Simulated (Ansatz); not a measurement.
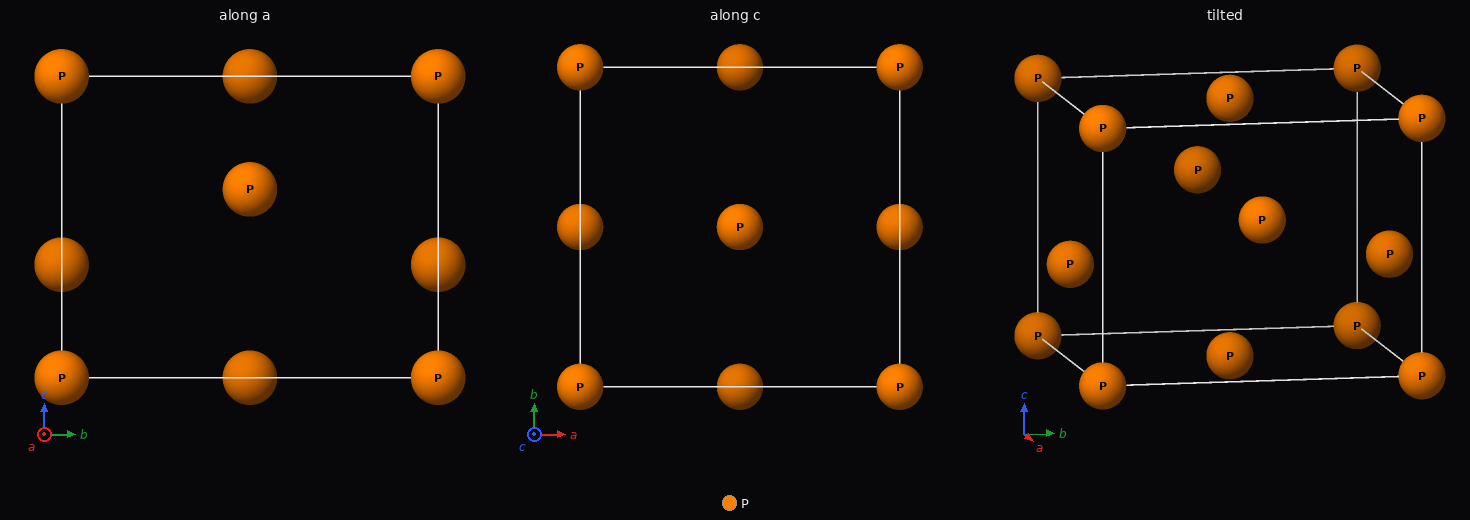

The crystal in a spheres-only representation, seen along the a axis, along the c axis and slightly off an axis. The wireframe shows the conventional unit cell. Cell: a = 9.246 Å, b = 9.246 Å, c = 7.400 Å, α = 90.00°, β = 90.00°, γ = 90.00°.

The element is phosphorus. Space group P4/nmm (No. 129), lattice primitive tetragonal. The cell holds four atoms.

It goes back to a structure listed in the Materials Project. The cell was then strained or its atoms displaced on purpose. Ansatz was used for an electronic-structure calculation on it.
